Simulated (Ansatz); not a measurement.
AgBr

Space group Fm-3m; the calculation finds a residual pressure of about 2 GPa at this fixed cell.

The calculation's input:

```
crystal:
  lattice:
    - [0.0, 2.87015, 2.87015]
    - [2.87015, 0.0, 2.87015]
    - [2.87015, 2.87015, 0.0]
  atoms:
    - { symbol: Ag, position: [0.0, 0.0, 0.0] }
    - { symbol: Br, position: [0.5, 0.5, 0.5] }
basis:
  ecutwfc: 420
  fft_grid_basis: typed
kpoints:
  mp_grid: { grid: [10, 10, 10] }
hamiltonian:
  xc: pbe
  pseudopotentials: { kind: paw }
scf:
  occupations: { method: gaussian, width: 0.05 }
output:
  forces: true
  stress: true
  eigenvalues: true
  bader: true
  write_density: true
  volumetric_format: npy
  elf: true
```

Command:

```sh
ansatz run input.yaml --threads 1 --pin off --max-ram 3072MiB --backend cpu --events-out ev --progress --plain --runs-dir out
```

The picture shows the conventional cell (a = 5.74 Å, b = 5.74 Å, c = 5.74 Å, α = 90.00°, β = 90.00°, γ = 90.00°).

Level of theory: DFT PBE, scalar-relativistic, plane waves, PAW in Ansatz 0.2.0.

Question: How does the converged density differ from a superposition of free atoms?

Answer: Ag–Br (2.87 Å): Δρ is +0.019 e/Å³ at the midpoint, so little or no bond charge builds up halfway.
- Over the whole cell, outside the masked cores, the largest gain, 0.03 e/Å³, lies 1.0 Å from a bromine nucleus, and the largest loss lies at the edge of the masked core of Ag.
- In all about 0.11 e an atom is rearranged against the free atoms.
- Bader charges: Ag +0.47 and Br −0.47 e.

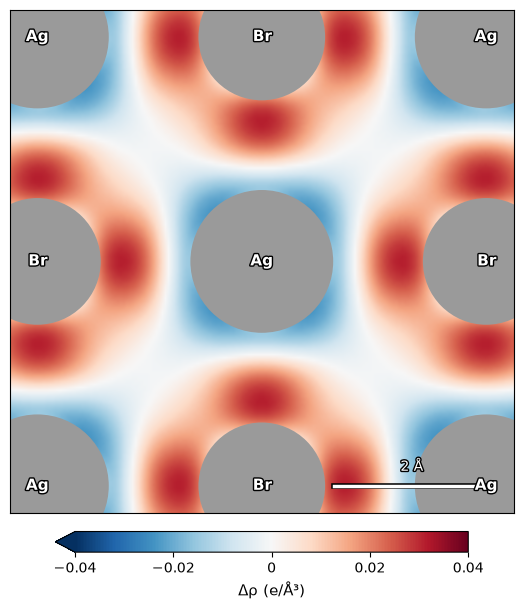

Computed deformation density: a map on the (001) plane of the conventional cell, with grey discs over the atomic cores.

Cores are masked to 0.9 Å (Ag) and 0.8 Å (Br).

In a PAW calculation such maps are meaningful between the atoms, not at the nuclei.
